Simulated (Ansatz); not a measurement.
The structure in question:

```
Pb Se
1.0
     4.32545    0.00514    0.00039
    -0.00497    4.32566    0.00327
    -2.15919   -2.15650   11.96558
Pb Se
2 2
Direct
  0.18386 0.20085 0.38571
  0.79831 0.81402 0.61426
  0.68121 0.69859 0.38079
  0.30051 0.31669 0.61921
```

### What crystal do these data define?

The solid is PbSe. Cell content 2 Pb, 2 Se; Z = 2. Pb bonds to five Se in a distorted square pyramidal arrangement at 2.79 to 3.06 Å. Each Se has five Pb in a distorted square pyramidal arrangement at 2.79 to 3.06 Å. The bonds build PbSe layers parallel to (001).

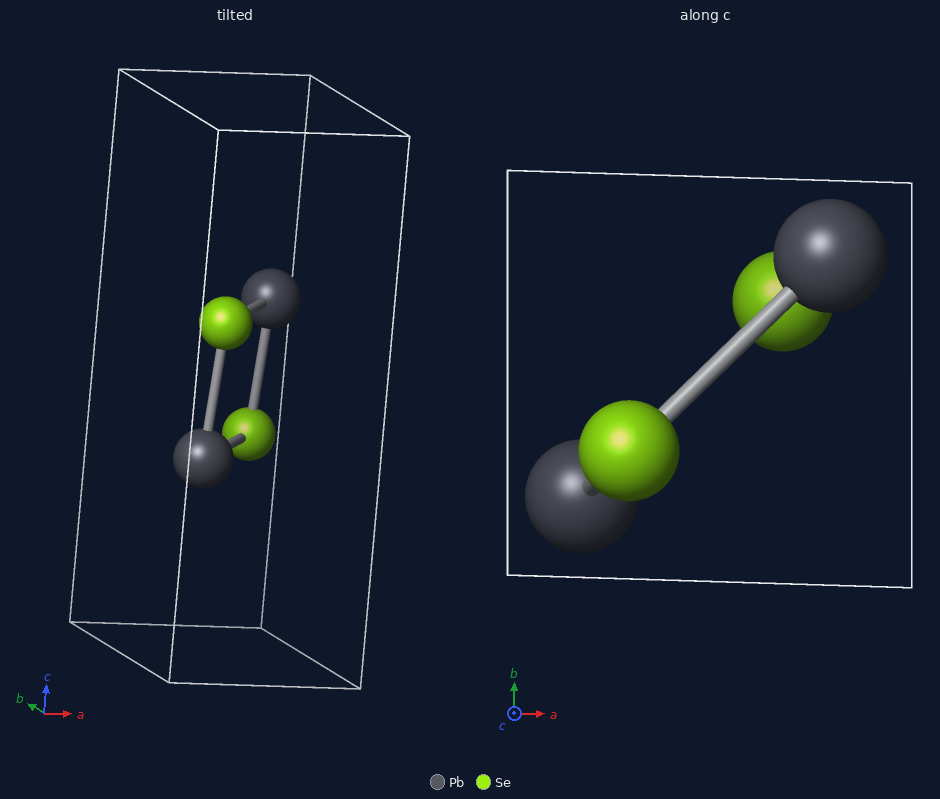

View slightly off an axis and along the c axis, drawn as a ball-and-stick model. One simulation cell is framed, with atoms on its boundary repeated.

The initial geometry was a structure listed in the Materials Project. Earlier steps of the study may have refined or changed the cell and positions. Ansatz was used for an electronic-structure calculation on it.
